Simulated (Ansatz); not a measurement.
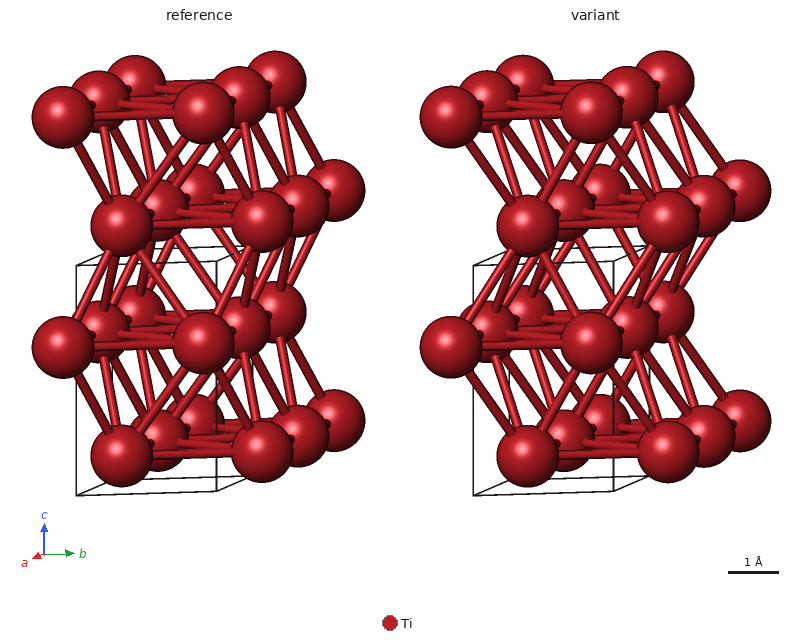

Left: a symmetric starting cell of Ti. Right: the same structure after one change, at the same scale. Style: ball-and-stick. Shown: the cell of the calculation, repeated 3 × 2 × 2 with one cell outlined, slightly off an axis.

Computed with Ansatz 0.2.0, DFT PBE, scalar-relativistic, plane waves, PAW. (plane-wave cutoff 420 eV; k-point mesh 15 × 15 × 8; occupations gaussian; smearing width 0.1 eV; no spin polarisation)

Which change leads from the left to the right?

Answer. Atoms are displaced by 0.19 Å. No relaxation follows. The starting cell wasn't computed here and needn't be at equilibrium, so pressure and forces aren't due to the change alone.

And its effect?

Answer. The pressure is −2.3 GPa (not all of it need come from the change, since the unchanged cell can be under pressure at this level too). The principal stresses (compression positive) are 1.4 GPa along [1 2 0], −0.9 GPa along c, −7.3 GPa along a. The largest forces, 0.45 eV/Å, act on 2 Ti atoms of the calculation's cell. The forces point straight back along the displacements (cosine −1.00). Some distances before and after: Ti–Ti 2.897 → 2.693 to 3.028 Å. The space group (tolerance 0.01 Å) goes from P6_3/mmc (No. 194) to Cmcm (No. 63).
